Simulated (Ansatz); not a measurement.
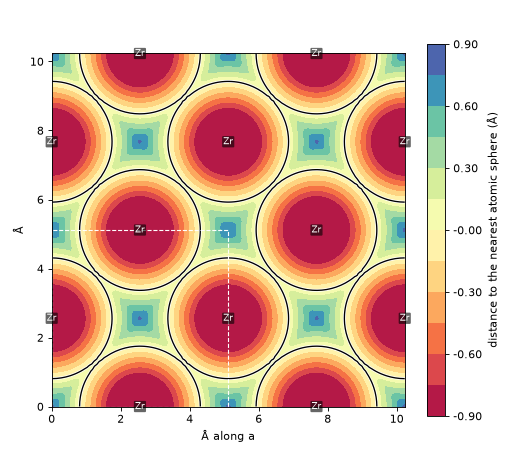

Map of the distance to the nearest atomic sphere in ZrO₂ (Fm-3m), computed on the section z = 0.500 (parallel to a and b; the dashed line is one cell). The black line marks the spheres' surfaces; positive values are empty space; unlabelled circles belong to atoms above or below the section.

Hard-sphere model; covalent radii (Cordero): Zr 1.75 Å, O 0.66 Å.

The cell is taken from coordinates from a relaxation with DFT PBE, scalar-relativistic, plane waves, PAW in Ansatz 0.2.0.

```yaml
crystal:
  lattice:
    - [5.11580, 0.00000, 0.00000]
    - [0.00000, 5.11580, 0.00000]
    - [0.00000, 0.00000, 5.11580]
  atoms:
    - { symbol: Zr, position: [0.00000, 0.00000, 0.00000] }
    - { symbol: O, position: [0.25000, 0.75000, 0.75000] }
    - { symbol: O, position: [0.25000, 0.25000, 0.75000] }
    - { symbol: Zr, position: [0.00000, 0.50000, 0.50000] }
    - { symbol: O, position: [0.25000, 0.25000, 0.25000] }
    - { symbol: O, position: [0.25000, 0.75000, 0.25000] }
    - { symbol: Zr, position: [0.50000, 0.00000, 0.50000] }
    - { symbol: O, position: [0.75000, 0.75000, 0.25000] }
    - { symbol: O, position: [0.75000, 0.25000, 0.25000] }
    - { symbol: Zr, position: [0.50000, 0.50000, 0.00000] }
    - { symbol: O, position: [0.75000, 0.25000, 0.75000] }
    - { symbol: O, position: [0.75000, 0.75000, 0.75000] }
```

Where is the largest hole in this section, and how large is it?

Answer. At 0.000, 0.000, 0.500 (fractional), where the distance reaches 0.81 Å; it is enclosed by 6 Zr in an octahedral arrangement. It is the largest hole of the crystal.

How much of the crystal lies outside the spheres?

Answer. About 27 % of the cell's volume, and 27 % of this section's area.

What can pass through?

Answer. The largest sphere that fits anywhere has a diameter of 1.62 Å; the largest that can travel through the crystal, about 0.2 Å.
